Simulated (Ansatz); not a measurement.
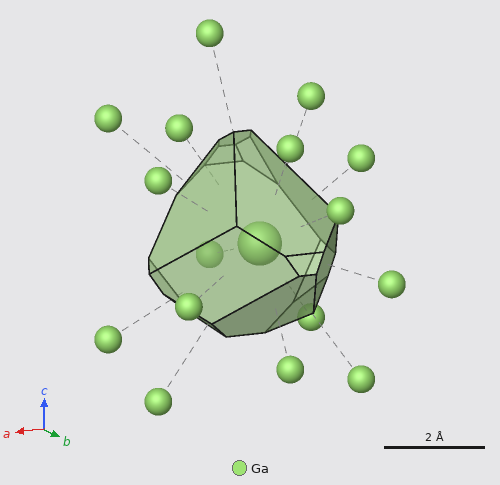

The polyhedron is the computed Voronoi (Dirichlet) cell of the central atom: each face lies in the plane that bisects the line to a neighbour. Central atom: Ga (8f) in Ga; faces take the colour of the neighbour behind them. The structure is a calculation's input; it may be strained or unrelaxed.

Ga, space group Cmce (No. 64), a = 4.483 Å, b = 7.669 Å, c = 4.559 Å, α = 90.00°, β = 90.00°, γ = 90.00°

| site | Wyckoff | x | y | z |
| --- | --- | --- | --- | --- |
| Ga | 8f | 0.5000 | 0.1553 | 0.5826 |

Q: What is the volume of this Voronoi cell?

A: 19.6 Å³, equal to the mean volume per atom.

Q: How many faces does the cell have, and of which kinds?

A: 16 faces, index ⟨0,8,0,7,0,0,0,1⟩.

Q: Tabulate the neighbours by distance and solid angle.

A:
| neighbour | faces | distance (Å) | solid angle (% of sphere) |
| --- | --- | --- | --- |
| Ga | 1 | 2.50 | 20.1 |
| Ga | 4 | 2.70 | 50.1 |
| Ga | 2 | 2.77 | 22.2 |
| Ga | 2 | 3.77 | 3.2 |
| Ga | 4 | 3.99 | 2.8 |
| Ga | 2 | 4.13 | 0.8 |
| Ga | 1 | 4.49 | 0.7 |
